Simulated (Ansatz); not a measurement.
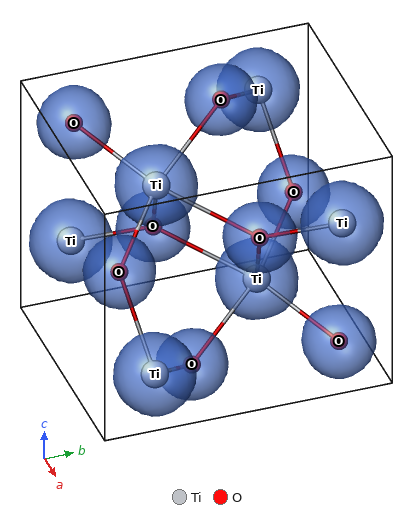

Figure. TiO2. Isosurface of the valence pseudo-density at 1.5 e/Å³ (blue), seen at an oblique angle. Sticks mark near contacts.

Space group Pbcn; computed pressure about 5 GPa in this cell; computed without spin polarisation.

The calculation used DFT, PBE, plane-wave PAW, default files, scalar-relativistic in Ansatz 0.2.0.

In a PAW calculation such maps are meaningful between the atoms, not at the nuclei.

Input

```
crystal:
  lattice:
    - [4.515, 0.0, 0.0]
    - [0.0, 5.497, 0.0]
    - [0.0, 0.0, 4.939]
  atoms:
    - { symbol: Ti, position: [0.0, 0.171, 0.25] }
    - { symbol: Ti, position: [0.5, 0.329, 0.75] }
    - { symbol: Ti, position: [0.0, 0.829, 0.75] }
    - { symbol: Ti, position: [0.5, 0.671, 0.25] }
    - { symbol: O, position: [0.286, 0.376, 0.412] }
    - { symbol: O, position: [0.214, 0.124, 0.912] }
    - { symbol: O, position: [0.786, 0.124, 0.588] }
    - { symbol: O, position: [0.714, 0.376, 0.088] }
    - { symbol: O, position: [0.714, 0.624, 0.588] }
    - { symbol: O, position: [0.786, 0.876, 0.088] }
    - { symbol: O, position: [0.214, 0.876, 0.412] }
    - { symbol: O, position: [0.286, 0.624, 0.912] }
kpoints:
  mp_grid: { grid: [6, 5, 6] }
scf:
  occupations: { method: fermi_dirac, width: 0.01 }
hamiltonian:
  xc: pbe
  pseudopotentials: { kind: paw }
output:
  forces: true
  stress: true
  populations: true
  efg:
    quadrupole_moments_barn: { Ti: 0.247, O: -0.02558 }
    contact_densities: true
  write_density: true
  write_potential: true
  elf: true
  volumetric_format: npy
relax:
  f_tol: 0.02
  max_steps: 60
```

Command:

```sh
ansatz run input.yaml --threads 1 --pin off --max-ram 3072MiB --backend cpu --events-out ev --progress --plain --runs-dir out
```

Below, planes, directions and counts refer to the conventional cell (a = 4.51 Å, b = 5.50 Å, c = 4.94 Å, α = 90.00°, β = 90.00°, γ = 90.00°).

The fields are those of the relaxed geometry.

**What does this surface tell about the bonding?**

At this value the density breaks into separate islands; it holds about 65 % of the electrons treated as valence (semicore included). It bridges none of the near contacts. It is pinched off along the shortest Ti–O (1.87 Å), Ti–O (1.96 Å) and Ti–O (2.09 Å) contacts. On the grid the lowest density along these lines, outside the cores, is 0.89 e/Å³ (Ti–O, 1.87 Å), 0.71 e/Å³ (Ti–O, 1.96 Å) and 0.5 e/Å³ (Ti–O, 2.09 Å).

**Does the calculation give a band gap?**

It is gapped, with a Kohn–Sham gap of 2.6 eV on the k-point mesh, an upper bound to the gap of this method.
